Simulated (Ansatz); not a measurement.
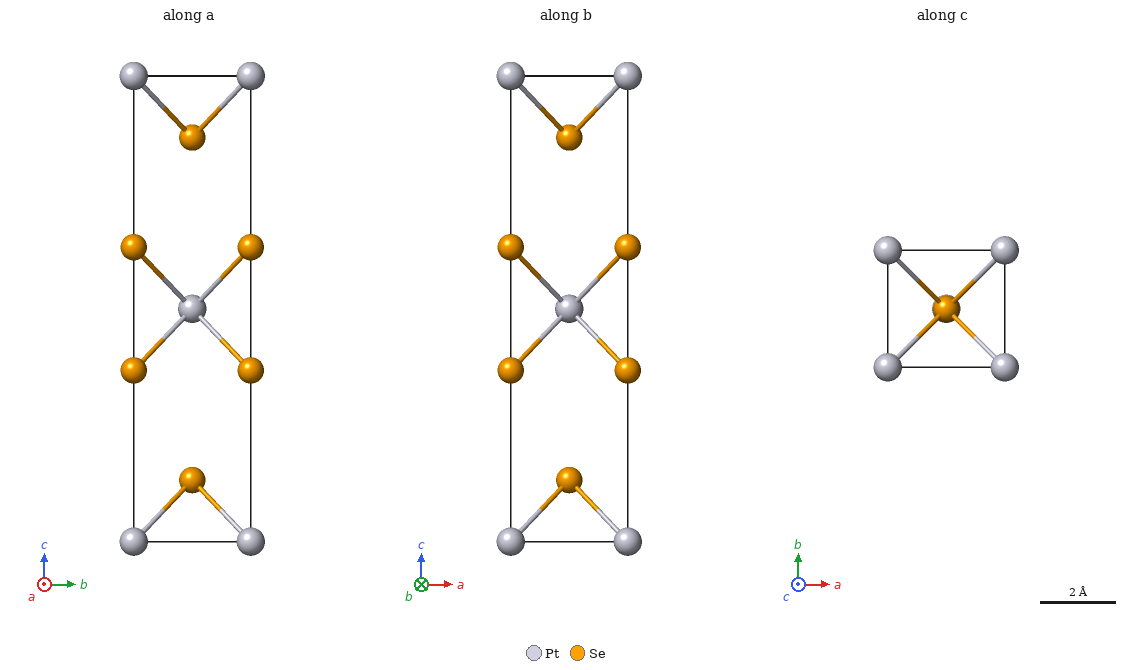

The image is a ball-and-stick drawing of a crystal, viewed along the a axis, along the b axis and along the c axis. The edges of the conventional unit cell are marked.

The composition is PtSe$_{2}$.

Question: What is Pt bonded to?

Answer: Each Pt has eight Se in a cubic arrangement at about 2.8 Å.

Question: Give the coordination environment of Se.

Answer: Each Se has four Pt at about 2.8 Å.

Question: Describe the connectivity.

Answer: The bonds build PtSe2 layers parallel to (001).

Its origin is a textbook structure type filled with these elements (whether it is the usual form wasn't checked). The picture shows the end point of a geometry optimisation with DFT PBE, scalar-relativistic, plane waves, PAW in Ansatz 0.2.0.
